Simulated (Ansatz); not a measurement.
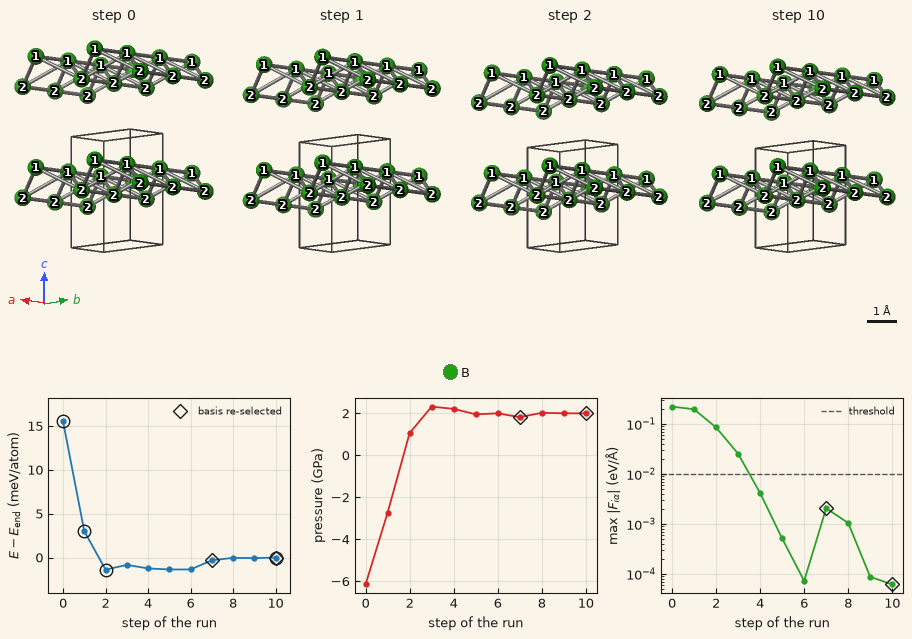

Frames of a relaxation of a crystal of B (a generated structure, set up in Pmmn), marked on the history of the run. A ball-and-stick model of the cell of the calculation, repeated 3 × 2 × 2 with one cell outlined, seen from a free direction.

The run lets cell and atoms move.

Computed with Kohn-Sham DFT of a periodic cell, LDA, Ansatz PAW in Ansatz 0.2.0.

Input file:
```yaml
crystal:
  lattice:
    - [1.62456, 0.0, 0.0]
    - [0.0, 2.86615, 0.0]
    - [0.0, 0.0, 3.9144]
  atoms:
    - { symbol: B, position: [0.0, 0.5, 0.60926] }
    - { symbol: B, position: [0.5, 0.0, 0.39074] }
hamiltonian:
  xc: lda
  pseudopotentials: { kind: paw }
kpoints:
  mp_grid: { grid: [16, 9, 7] }
scf:
  occupations: { method: fermi_dirac, width: 0.05 }
output:
  forces: true
  stress: true
  eigenvalues: true
relax:
  f_tol: 0.01
  max_steps: 40
  cell: { stress_tol: 0.05, p_target: 2.0 }
```

Run as
```bash
ansatz run input.yaml --threads 2 --pin off --max-ram 5632MiB --backend cpu --events-out ev --progress --plain --runs-dir out
```

Question: Describe the path.

Answer: The energy falls by 15.5 meV per atom in 8 accepted moves (10 points after the start). With the target pressure of 2 GPa, the enthalpy E + pV changes by −30.0 meV per atom. Largest force component: 0.22 eV/Å at the start, under 0.0001 eV/Å at the end. The pressure goes from −6.15 to 2.00 GPa. At 2 points the geometry stayed and the basis and grid were re-selected for the new cell (energy shift of 1.0 meV per atom at most each time). The largest moves relative to the cell, 0.025 Å, are those of B1 and B2. B1 goes along +c. The drawn cell changes as follows: a 1.625 → 1.614 Å (−0.7 %), b 2.866 → 2.812 Å (−1.9 %), c 3.914 → 3.506 Å (−10.4 %); the volume changes by −12.7 %. Near-neighbour distances that change, for instance: B1–B2 1.856 → 1.815 Å, B1–B1 1.625 → 1.614 Å. The space group stays Pmmn (No. 59). From step 0 to 1: B atoms move most (0.02 Å), volume −6.1 %, energy −12.5 meV per atom. From step 1 to 2: volume −6.1 %, energy −4.4 meV per atom. From step 2 to 10: volume −1.0 %, energy +1.4 meV per atom.

```json
{"step": "0", "E − E(0), meV/atom": "0.00", "largest force component, eV/Å": "0.2234", "pressure, GPa": "-6.15", "volume, Å³/atom": "9.113", "note": ""}
{"step": "1", "E − E(0), meV/atom": "-12.52", "largest force component, eV/Å": "0.1981", "pressure, GPa": "-2.73", "volume, Å³/atom": "8.553", "note": ""}
{"step": "2", "E − E(0), meV/atom": "-16.90", "largest force component, eV/Å": "0.0858", "pressure, GPa": "1.06", "volume, Å³/atom": "8.034", "note": ""}
{"step": "3", "E − E(0), meV/atom": "-16.36", "largest force component, eV/Å": "0.0256", "pressure, GPa": "2.32", "volume, Å³/atom": "7.941", "note": ""}
{"step": "4", "E − E(0), meV/atom": "-16.76", "largest force component, eV/Å": "0.0042", "pressure, GPa": "2.21", "volume, Å³/atom": "7.972", "note": ""}
{"step": "5", "E − E(0), meV/atom": "-16.89", "largest force component, eV/Å": "0.0005", "pressure, GPa": "1.96", "volume, Å³/atom": "7.983", "note": ""}
{"step": "6", "E − E(0), meV/atom": "-16.88", "largest force component, eV/Å": "0.0001", "pressure, GPa": "2.00", "volume, Å³/atom": "7.983", "note": ""}
{"step": "7", "E − E(0), meV/atom": "-15.84", "largest force component, eV/Å": "0.0021", "pressure, GPa": "1.82", "volume, Å³/atom": "7.983", "note": "same geometry, new basis"}
{"step": "8", "E − E(0), meV/atom": "-15.56", "largest force component, eV/Å": "0.0011", "pressure, GPa": "2.03", "volume, Å³/atom": "7.954", "note": ""}
{"step": "9", "E − E(0), meV/atom": "-15.59", "largest force component, eV/Å": "0.0001", "pressure, GPa": "2.00", "volume, Å³/atom": "7.957", "note": ""}
{"step": "10", "E − E(0), meV/atom": "-15.53", "largest force component, eV/Å": "0.0001", "pressure, GPa": "2.00", "volume, Å³/atom": "7.957", "note": "same geometry, new basis"}
```
